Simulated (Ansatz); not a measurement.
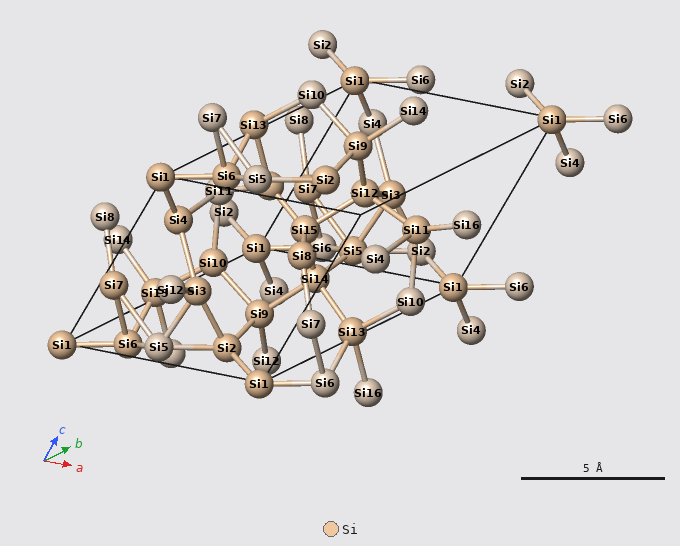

*The structure as given in the input (ball-and-stick view of the cell of the calculation, set on other vectors, seen at an oblique angle; neighbours outside the cell are drawn fainter; atoms are numbered from 1 in the order of the input).*

# Si: molecular dynamics (part 1 of 3)

The run: molecular dynamics of Si (16 atoms in the cell). Method and program: DFT PBEsol, scalar-relativistic, plane waves, PAW, no spin polarisation (Ansatz 0.2.0).

The structure was built on a prototype by a generator; it need not be a known phase. It belongs to a series of runs on one base structure; here: dynamics from the last frame of the run before. Figures and captions count atoms from 1; the log counts them from 0 in places.

### Log
```
Warning: md: disabling space-group detection — thermal motion breaks the input geometry's symmetry, so no spatial operation reduces the k-mesh or symmetrises the density; time reversal is kept, so that k and −k are solved as one point where they differ and the mesh holds both, and exact exchange and, on two spinor components, a DFT+U term hold to it where the run has them: on two components no moment then forms, and a state that bears one, which a typed moment (crystal.atoms[].spin; refused beside efield: under a hybrid functional) reaches, can lie lower, under hf by electronvolts; crystal.symmetry.detect: false (a key that needs symmetry detection or time reversal refuses this as the deck is read) with time_reversal: false beside it drops time reversal too
band count auto-derived: 54 (N_el = 64.0; filled up to band 32; 48 by the electrons, moments and atoms)
Engine: ansatz 0.2.0, aarch64-unknown-linux-gnu
Pseudopotentials: kind: paw
Pseudopotential: Si, paw, valence charge 4, recommended cutoff 420 eV (normal), Si.paw.azcp
Functional definition: PBEsol
  exchange = pbesol_x
  correlation = pbesol_c
Crystal: 16 atoms, lattice volume = 368.237 Å³
Basis set: ecut = 420 eV, 7239 PW (Γ), exchange–correlation on 108×108×108 points (8 copies of the dense FFT grid, shifted against one another)
Bands: 54, of which v1, the nominal top of the filled ones, is band 32 counted from 1 (31 counted from 0)
Symmetry: 1 space group operations
k-points: 8
Non-local potential: Si, projectors of the file, l = 0: 2, l = 1: 2, l = 2: 2
PAW form: soft (Blöchl's): semilocal exchange-correlation on the pseudo side does not see the compensation charge
PAW frozen core: Si, regenerated for the run's functional, and the local potential with it (the file was generated under x = pbe(κ = 0.804, μ = 0.2195149727645171), c = pbe(β = 0.06672455060314922))
PAW one-centre angular grid: Si, 110 points (default); XC on 64 Gauss nodes
Initial density: superposition of atomic densities (neutral atoms: chi_scale 0, normalization atom), corrected by the library's trained network
Initial wavefunctions: pseudopotential atomic-orbital guess
Functional: x = pbesol(κ = 0.804, μ = 0.12345679012345678), c = pbesol(β = 0.046)
SCF iter   1: F=—  HF=-9934.514368 eV  |F-HF|=—  |Δ(HF+E_count)|=         —  Δρ=3.07e-3  dr2=7.42e-2  ethr=1.77e-3  ⟨swp⟩=7.4  Hψ=2152  notcnv=0
preconditioner: auto → Kerker (q_TF=auto, 2.038 Å⁻¹)  [metal: Δε(μ)=0.109 eV  Ē_g=7.475 eV  σ=0.300 eV  W_gap=0.09  n_scr=58 (ndim 8)  ℏωp=15.5 eV  f_vac=0.000  D(μ)=6.79/eV (n_scr^D=26)]
SCF iter   2: F=—  HF=-9934.505946 eV  |F-HF|=—  |Δ(HF+E_count)|=   8.42e-3  Δρ=1.78e-3  dr2=2.62e-2  ethr=1.16e-4  ⟨swp⟩=1.0  Hψ=504  notcnv=0
SCF iter   3: F=—  HF=-9934.500377 eV  |F-HF|=—  |Δ(HF+E_count)|=   5.57e-3  Δρ=3.18e-4  dr2=7.74e-4  ethr=4.10e-5  ⟨swp⟩=2.8  Hψ=703  notcnv=0
SCF iter   4: F=—  HF=-9934.500322 eV  |F-HF|=—  |Δ(HF+E_count)|=   5.52e-5  Δρ=1.45e-4  dr2=1.62e-4  ethr=1.21e-6  ⟨swp⟩=1.1  Hψ=480  notcnv=0
SCF iter   5: F=—  HF=-9934.500328 eV  |F-HF|=—  |Δ(HF+E_count)|=   6.06e-6  Δρ=3.47e-5  dr2=1.19e-5  ethr=2.54e-7  ⟨swp⟩=2.2  Hψ=769  notcnv=0
SCF iter   6: F=—  HF=-9934.500303 eV  |F-HF|=—  |Δ(HF+E_count)|=   2.52e-5  Δρ=1.31e-5  dr2=2.41e-6  ethr=1.85e-8  ⟨swp⟩=2.0  Hψ=646  notcnv=0
SCF iter   7: F=—  HF=-9934.500303 eV  |F-HF|=—  |Δ(HF+E_count)|=   1.89e-7  Δρ=3.90e-6  dr2=1.73e-7  ethr=3.77e-9  ⟨swp⟩=3.0  Hψ=664  notcnv=0
SCF iter   8: F=—  HF=-9934.500303 eV  |F-HF|=—  |Δ(HF+E_count)|=   3.16e-8  Δρ=1.39e-6  dr2=1.86e-8  ethr=2.70e-10  ⟨swp⟩=2.2  Hψ=618  notcnv=0
SCF iter   9: F=-9934.500303 eV  HF=-9934.500303 eV  |F-HF|=1.95e-10  |Δ(HF+E_count)|=   6.25e-9  Δρ=3.62e-7  dr2=1.21e-9  ethr=2.50e-11  ⟨swp⟩=4.0  Hψ=1250  notcnv=0
SCF 1 converged in 9 iterations: F = -9934.500303 eV  dr2 = 1.21e-9
  greatest PAW one-centre occupation: 0.702 electrons in one spin orbital (limit 2), on the Si atom at site 6 (counted from 0), in its partial waves of l = 0
md step     0: t =     0.00 fs  T =  2625.0 K (target 2800.0 K)  F+E_penalty+E_count = -9934.50030312 eV  E_kin = 5.428920 eV  (9 SCF iters)
Initial density: handed on by an earlier stage of this run
Initial wavefunctions: those handed on with the density
iter 1 solved again at ethr=2.67e-5 eV; its pass at ethr=3.10e-3 eV (dr2=1.71e-2 eV) is discarded
SCF iter   1: F=—  HF=-9934.402853 eV  |F-HF|=—  |Δ(HF+E_count)|=         —  Δρ=1.63e-3  dr2=1.84e-2  ethr=2.67e-5  ⟨swp⟩=2.8  Hψ=2286  notcnv=0
preconditioner: auto → Kerker (q_TF=auto, 2.038 Å⁻¹)  [metal: Δε(μ)=0.068 eV  Ē_g=7.483 eV  σ=0.300 eV  W_gap=0.06  n_scr=58 (ndim 8)  ℏωp=15.5 eV  f_vac=0.000  D(μ)=6.81/eV (n_scr^D=26)]
SCF iter   2: F=—  HF=-9934.399696 eV  |F-HF|=—  |Δ(HF+E_count)|=   3.16e-3  Δρ=8.71e-4  dr2=4.44e-3  ethr=2.67e-5  ⟨swp⟩=1.0  Hψ=432  notcnv=0
SCF iter   3: F=—  HF=-9934.398648 eV  |F-HF|=—  |Δ(HF+E_count)|=   1.05e-3  Δρ=1.21e-4  dr2=8.80e-5  ethr=6.95e-6  ⟨swp⟩=2.1  Hψ=644  notcnv=0
SCF iter   4: F=—  HF=-9934.398632 eV  |F-HF|=—  |Δ(HF+E_count)|=   1.58e-5  Δρ=3.33e-5  dr2=8.62e-6  ethr=1.38e-7  ⟨swp⟩=2.2  Hψ=780  notcnv=0
SCF iter   5: F=—  HF=-9934.398608 eV  |F-HF|=—  |Δ(HF+E_count)|=   2.40e-5  Δρ=8.96e-6  dr2=1.13e-6  ethr=1.35e-8  ⟨swp⟩=1.1  Hψ=473  notcnv=0
SCF iter   6: F=—  HF=-9934.398608 eV  |F-HF|=—  |Δ(HF+E_count)|=   7.38e-8  Δρ=3.20e-6  dr2=1.18e-7  ethr=1.76e-9  ⟨swp⟩=2.4  Hψ=617  notcnv=0
SCF iter   7: F=-9934.398608 eV  HF=-9934.398608 eV  |F-HF|=4.60e-10  |Δ(HF+E_count)|=   1.70e-8  Δρ=8.49e-7  dr2=7.35e-9  ethr=2.50e-11  ⟨swp⟩=4.2  Hψ=1329  notcnv=0
SCF 2 converged in 7 iterations: F = -9934.398608 eV  dr2 = 7.35e-9
  greatest PAW one-centre occupation: 0.701 electrons in one spin orbital (limit 2), on the Si atom at site 6 (counted from 0), in its partial waves of l = 0
md step     1: t =     1.50 fs  T =  2933.6 K (target 2784.8 K)  F+E_penalty+E_count = -9934.39860838 eV  E_kin = 6.067101 eV  (7 SCF iters)
[... from here on the SCF iterations and repeated set-up lines of each step are left out, up to the last step ...]
SCF 3 converged in 7 iterations: F = -9934.290474 eV  dr2 = 8.35e-9
md step     2: t =     3.00 fs  T =  2876.4 K (target 2754.3 K)  F+E_penalty+E_count = -9934.29047438 eV  E_kin = 5.948886 eV  (7 SCF iters)
md step     3: t =     4.50 fs  T =  2356.5 K (target 2723.8 K)  F+E_penalty+E_count = -9934.20676729 eV  E_kin = 4.873652 eV  (7 SCF iters)
md step     4: t =     6.00 fs  T =  2100.5 K (target 2693.3 K)  F+E_penalty+E_count = -9934.15428289 eV  E_kin = 4.344131 eV  (7 SCF iters)
md step     5: t =     7.50 fs  T =  2001.4 K (target 2662.8 K)  F+E_penalty+E_count = -9934.10653178 eV  E_kin = 4.139233 eV  (5 SCF iters)
md step     6: t =     9.00 fs  T =  1890.4 K (target 2632.3 K)  F+E_penalty+E_count = -9934.08295403 eV  E_kin = 3.909747 eV  (5 SCF iters)
md step     7: t =    10.50 fs  T =  1784.4 K (target 2601.8 K)  F+E_penalty+E_count = -9934.08302506 eV  E_kin = 3.690512 eV  (5 SCF iters)
md step     8: t =    12.00 fs  T =  1916.7 K (target 2571.3 K)  F+E_penalty+E_count = -9934.10542649 eV  E_kin = 3.964072 eV  (5 SCF iters)
md step     9: t =    13.50 fs  T =  2266.4 K (target 2540.9 K)  F+E_penalty+E_count = -9934.18130876 eV  E_kin = 4.687264 eV  (5 SCF iters)
md step    10: t =    15.00 fs  T =  2409.0 K (target 2510.4 K)  F+E_penalty+E_count = -9934.29738043 eV  E_kin = 4.982230 eV  (7 SCF iters)
md step    11: t =    16.50 fs  T =  2527.1 K (target 2479.9 K)  F+E_penalty+E_count = -9934.41250945 eV  E_kin = 5.226443 eV  (5 SCF iters)
md step    12: t =    18.00 fs  T =  2661.8 K (target 2449.4 K)  F+E_penalty+E_count = -9934.50952421 eV  E_kin = 5.505008 eV  (5 SCF iters)
md step    13: t =    19.50 fs  T =  2660.2 K (target 2418.9 K)  F+E_penalty+E_count = -9934.58046744 eV  E_kin = 5.501669 eV  (5 SCF iters)
md step    14: t =    21.00 fs  T =  2738.7 K (target 2388.4 K)  F+E_penalty+E_count = -9934.61434103 eV  E_kin = 5.664142 eV  (5 SCF iters)
md step    15: t =    22.50 fs  T =  2574.8 K (target 2357.9 K)  F+E_penalty+E_count = -9934.61834159 eV  E_kin = 5.324995 eV  (6 SCF iters)
md step    16: t =    24.00 fs  T =  2814.8 K (target 2327.4 K)  F+E_penalty+E_count = -9934.58327159 eV  E_kin = 5.821527 eV  (5 SCF iters)
md step    17: t =    25.50 fs  T =  2579.8 K (target 2297.0 K)  F+E_penalty+E_count = -9934.50575770 eV  E_kin = 5.335408 eV  (5 SCF iters)
md step    18: t =    27.00 fs  T =  2247.4 K (target 2266.5 K)  F+E_penalty+E_count = -9934.40480578 eV  E_kin = 4.647916 eV  (5 SCF iters)
md step    19: t =    28.50 fs  T =  2337.5 K (target 2236.0 K)  F+E_penalty+E_count = -9934.27929941 eV  E_kin = 4.834275 eV  (5 SCF iters)
md step    20: t =    30.00 fs  T =  2236.2 K (target 2205.5 K)  F+E_penalty+E_count = -9934.12799052 eV  E_kin = 4.624834 eV  (7 SCF iters)
md step    21: t =    31.50 fs  T =  2012.9 K (target 2175.0 K)  F+E_penalty+E_count = -9933.95858120 eV  E_kin = 4.162979 eV  (5 SCF iters)
md step    22: t =    33.00 fs  T =  1785.7 K (target 2144.5 K)  F+E_penalty+E_count = -9933.78288498 eV  E_kin = 3.693177 eV  (5 SCF iters)
md step    23: t =    34.50 fs  T =  1941.3 K (target 2114.0 K)  F+E_penalty+E_count = -9933.63285864 eV  E_kin = 4.014870 eV  (5 SCF iters)
md step    24: t =    36.00 fs  T =  2017.0 K (target 2083.5 K)  F+E_penalty+E_count = -9933.52067891 eV  E_kin = 4.171420 eV  (6 SCF iters)
md step    25: t =    37.50 fs  T =  1992.2 K (target 2053.0 K)  F+E_penalty+E_count = -9933.43564522 eV  E_kin = 4.120230 eV  (5 SCF iters)
md step    26: t =    39.00 fs  T =  2191.0 K (target 2022.6 K)  F+E_penalty+E_count = -9933.36332232 eV  E_kin = 4.531375 eV  (5 SCF iters)
md step    27: t =    40.50 fs  T =  2287.5 K (target 1992.1 K)  F+E_penalty+E_count = -9933.27093960 eV  E_kin = 4.730879 eV  (5 SCF iters)
md step    28: t =    42.00 fs  T =  2394.3 K (target 1961.6 K)  F+E_penalty+E_count = -9933.14760998 eV  E_kin = 4.951735 eV  (6 SCF iters)
md step    29: t =    43.50 fs  T =  2510.6 K (target 1931.1 K)  F+E_penalty+E_count = -9933.00607071 eV  E_kin = 5.192329 eV  (5 SCF iters)
md step    30: t =    45.00 fs  T =  2417.4 K (target 1900.6 K)  F+E_penalty+E_count = -9932.87487542 eV  E_kin = 4.999616 eV  (8 SCF iters)
md step    31: t =    46.50 fs  T =  2249.7 K (target 1870.1 K)  F+E_penalty+E_count = -9932.77206588 eV  E_kin = 4.652716 eV  (5 SCF iters)
md step    32: t =    48.00 fs  T =  2089.9 K (target 1839.6 K)  F+E_penalty+E_count = -9932.71486477 eV  E_kin = 4.322283 eV  (6 SCF iters)
md step    33: t =    49.50 fs  T =  1890.0 K (target 1809.1 K)  F+E_penalty+E_count = -9932.69401416 eV  E_kin = 3.908880 eV  (5 SCF iters)
md step    34: t =    51.00 fs  T =  1860.1 K (target 1778.7 K)  F+E_penalty+E_count = -9932.69497355 eV  E_kin = 3.846885 eV  (5 SCF iters)
md step    35: t =    52.50 fs  T =  1980.1 K (target 1748.2 K)  F+E_penalty+E_count = -9932.73683627 eV  E_kin = 4.095190 eV  (5 SCF iters)
md step    36: t =    54.00 fs  T =  2021.2 K (target 1717.7 K)  F+E_penalty+E_count = -9932.82809567 eV  E_kin = 4.180142 eV  (5 SCF iters)
md step    37: t =    55.50 fs  T =  2143.2 K (target 1687.2 K)  F+E_penalty+E_count = -9932.95626383 eV  E_kin = 4.432537 eV  (5 SCF iters)
md step    38: t =    57.00 fs  T =  1960.8 K (target 1656.7 K)  F+E_penalty+E_count = -9933.08798458 eV  E_kin = 4.055316 eV  (5 SCF iters)
md step    39: t =    58.50 fs  T =  1757.0 K (target 1626.2 K)  F+E_penalty+E_count = -9933.20034818 eV  E_kin = 3.633726 eV  (5 SCF iters)
md step    40: t =    60.00 fs  T =  1776.9 K (target 1595.7 K)  F+E_penalty+E_count = -9933.29127920 eV  E_kin = 3.674844 eV  (7 SCF iters)
md step    41: t =    61.50 fs  T =  1717.4 K (target 1565.2 K)  F+E_penalty+E_count = -9933.36318287 eV  E_kin = 3.551865 eV  (5 SCF iters)
md step    42: t =    63.00 fs  T =  1719.8 K (target 1534.8 K)  F+E_penalty+E_count = -9933.41932411 eV  E_kin = 3.556897 eV  (6 SCF iters)
md step    43: t =    64.50 fs  T =  1795.5 K (target 1504.3 K)  F+E_penalty+E_count = -9933.46505918 eV  E_kin = 3.713353 eV  (5 SCF iters)
md step    44: t =    66.00 fs  T =  1849.8 K (target 1473.8 K)  F+E_penalty+E_count = -9933.49410765 eV  E_kin = 3.825760 eV  (5 SCF iters)
md step    45: t =    67.50 fs  T =  1711.9 K (target 1443.3 K)  F+E_penalty+E_count = -9933.49493622 eV  E_kin = 3.540571 eV  (5 SCF iters)
md step    46: t =    69.00 fs  T =  1651.7 K (target 1412.8 K)  F+E_penalty+E_count = -9933.48253439 eV  E_kin = 3.415914 eV  (5 SCF iters)
md step    47: t =    70.50 fs  T =  1624.6 K (target 1382.3 K)  F+E_penalty+E_count = -9933.46644425 eV  E_kin = 3.359930 eV  (5 SCF iters)
md step    48: t =    72.00 fs  T =  1716.7 K (target 1351.8 K)  F+E_penalty+E_count = -9933.45240946 eV  E_kin = 3.550384 eV  (5 SCF iters)
md step    49: t =    73.50 fs  T =  1798.9 K (target 1321.3 K)  F+E_penalty+E_count = -9933.46039772 eV  E_kin = 3.720473 eV  (6 SCF iters)
md step    50: t =    75.00 fs  T =  1682.2 K (target 1290.9 K)  F+E_penalty+E_count = -9933.48782302 eV  E_kin = 3.479090 eV  (7 SCF iters)
md step    51: t =    76.50 fs  T =  1685.9 K (target 1260.4 K)  F+E_penalty+E_count = -9933.53951943 eV  E_kin = 3.486782 eV  (5 SCF iters)
md step    52: t =    78.00 fs  T =  1762.5 K (target 1229.9 K)  F+E_penalty+E_count = -9933.61359752 eV  E_kin = 3.645085 eV  (5 SCF iters)
md step    53: t =    79.50 fs  T =  1793.1 K (target 1199.4 K)  F+E_penalty+E_count = -9933.69544727 eV  E_kin = 3.708459 eV  (5 SCF iters)
md step    54: t =    81.00 fs  T =  2000.8 K (target 1168.9 K)  F+E_penalty+E_count = -9933.78177205 eV  E_kin = 4.137920 eV  (5 SCF iters)
md step    55: t =    82.50 fs  T =  2041.6 K (target 1138.4 K)  F+E_penalty+E_count = -9933.87029831 eV  E_kin = 4.222413 eV  (5 SCF iters)
md step    56: t =    84.00 fs  T =  2114.6 K (target 1107.9 K)  F+E_penalty+E_count = -9933.95626236 eV  E_kin = 4.373404 eV  (5 SCF iters)
md step    57: t =    85.50 fs  T =  2054.0 K (target 1077.4 K)  F+E_penalty+E_count = -9934.04672164 eV  E_kin = 4.247992 eV  (5 SCF iters)
md step    58: t =    87.00 fs  T =  2084.8 K (target 1047.0 K)  F+E_penalty+E_count = -9934.12679032 eV  E_kin = 4.311661 eV  (5 SCF iters)
md step    59: t =    88.50 fs  T =  2165.9 K (target 1016.5 K)  F+E_penalty+E_count = -9934.19604876 eV  E_kin = 4.479477 eV  (5 SCF iters)
md step    60: t =    90.00 fs  T =  2071.4 K (target 986.0 K)  F+E_penalty+E_count = -9934.25428954 eV  E_kin = 4.284079 eV  (6 SCF iters)
md step    61: t =    91.50 fs  T =  2036.5 K (target 955.5 K)  F+E_penalty+E_count = -9934.29906619 eV  E_kin = 4.211865 eV  (5 SCF iters)
md step    62: t =    93.00 fs  T =  1821.4 K (target 925.0 K)  F+E_penalty+E_count = -9934.33050989 eV  E_kin = 3.766989 eV  (5 SCF iters)
md step    63: t =    94.50 fs  T =  1956.5 K (target 894.5 K)  F+E_penalty+E_count = -9934.33745420 eV  E_kin = 4.046429 eV  (5 SCF iters)
md step    64: t =    96.00 fs  T =  1798.5 K (target 864.0 K)  F+E_penalty+E_count = -9934.32523710 eV  E_kin = 3.719511 eV  (5 SCF iters)
md step    65: t =    97.50 fs  T =  1716.4 K (target 833.5 K)  F+E_penalty+E_count = -9934.29925188 eV  E_kin = 3.549748 eV  (5 SCF iters)
```
